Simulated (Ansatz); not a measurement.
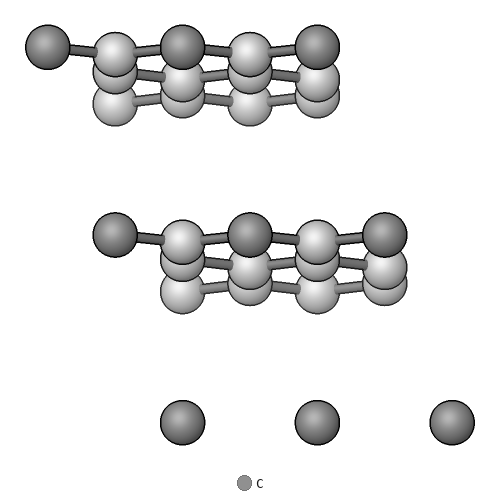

The system is Cl on a C(101) slab cut from the R-3m phase, its upper half relaxed before the scan (24 atoms of substrate and one adsorbate in a 2 × 2 cell); the picture shows it without the atoms that are moved over the map. Cl is moved over the surface cell at a fixed height above a rigid substrate; the origin of the map has the adsorbate above C21; the height is held at 2.50 Å. Places are given modulo a cell vector. The map is drawn in real space over the plane of the surface. The grid has 6 × 6 points; 21 points were computed and 15 follow by symmetry. Places are given in fractions of the 1 × 1 surface cell. All energies are given in eV relative to the lowest grid point. Energies and slopes of some neighbouring points disagree (a jump in structure or state, or too coarse a mesh). The magnetic moment jumps between some neighbouring points. At a fixed height the lowest place need not be the adsorption site. Theory: DFT PBE+D3(BJ), scalar-relativistic, plane waves, PAW (Ansatz 0.2.0). Settings: cutoff 420 eV, k-mesh 6×4×1, gaussian smearing 0.05 eV, spin-polarised.

Range: position of Cl25 along the first surface vector from 0.000 to 0.833; position of Cl25 along the second surface vector from 0.000 to 0.833.

Question: What will the energy surface look like?

Answer: The lowest grid point is at (1/6, 0/6) of the cell vectors [nearest 1 C at 2.53 Å]. The same energy is found at (5/6, 0/6) of the cell vectors [nearest 1 C at 2.53 Å]. The highest grid point, (4/6, 2/6) of the cell vectors [nearest 2 C at 3.01 Å], lies 0.94 eV above the lowest. At the lowest point the adsorbate has 1 C at 2.53 Å as nearest neighbours, at the highest 2 C at 3.01 Å.

| second ↓, first → | 0/6 | 1/6 | 2/6 | 3/6 | 4/6 | 5/6 |
| --- | --- | --- | --- | --- | --- | --- |
| 5/6 | 0.35 | 0.53 | 0.81 | 0.81 | 0.53 | 0.35 |
| 4/6 | 0.69 | 0.81 | 0.89 | 0.81 | 0.69 | 0.52 |
| 3/6 | 0.87 | 0.89 | 0.89 | 0.87 | 0.89 | 0.89 |
| 2/6 | 0.72 | 0.41 | 0.72 | 0.84 | 0.94 | 0.84 |
| 1/6 | 0.06 | 0.06 | 0.42 | 0.54 | 0.54 | 0.42 |
| 0/6 | 0.07 | 0.00 | 0.27 | 0.36 | 0.27 | 0.00 |

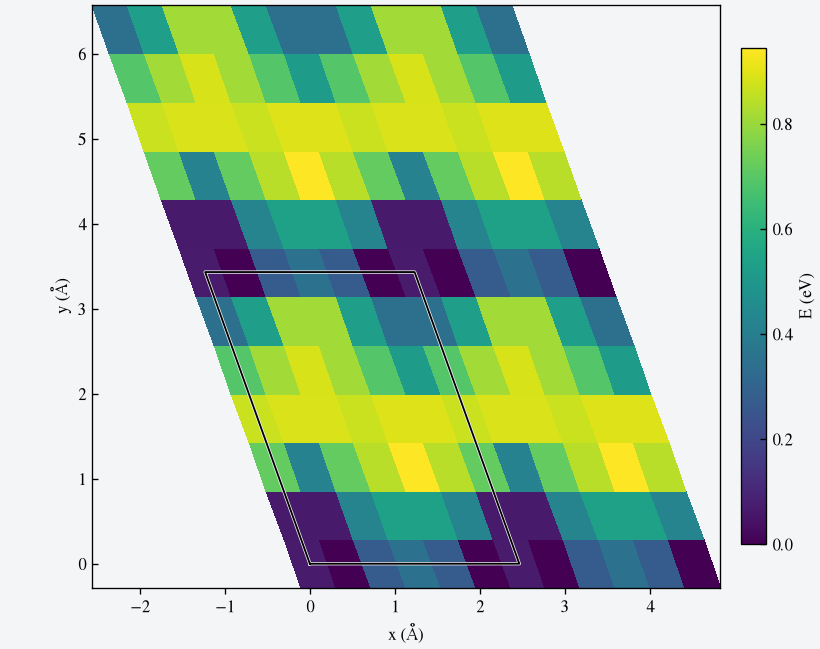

Drawn: one coloured cell a grid point, the outline of one cell of the 2 × 2 shown.

Time for the 21 points that were run: 41 min on 4 threads of Arm Neoverse V2, with other jobs on the host.

PAW datasets: the set soft_1.
